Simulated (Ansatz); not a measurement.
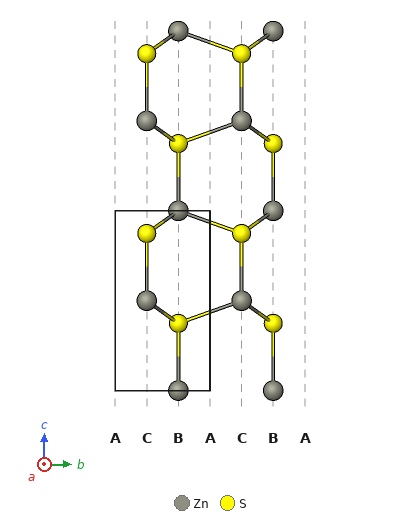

The picture looks along a close-packed row of the hexagonal mesh; c points upwards. The dashed lines mark the three columns A (0, 0), B (1/3, 2/3) and C (2/3, 1/3). The sequence starts with the first layer at or above the cell's origin.

ZnS: coordinates from a relaxation with DFT PBEsol, scalar-relativistic, plane waves, PAW in Ansatz 0.2.0.

Give the sequence of layers in one repeat, with element and column.

Zn(B) – S(B) – Zn(C) – S(C) (four layers in 6.21 Å).

How are the S layers alone stacked?

S layers alone: BC, the hexagonal close-packed type.

Which positions between or in the S layers do the other atoms fill?

Zn: two tetrahedral sites (per hexagonal cell).

What short polytype symbol fits?

Polytype symbol 2H, the symbol of a tetrahedral polytype (number of double layers in the repeat and lattice).

Heights of the layers:

```csv
layer,atoms (column),height (Å),to next (Å)
1,Zn(B),0.00,2.32
2,S(B),2.33,0.78
3,Zn(C),3.11,2.32
4,S(C),5.43,0.78
```
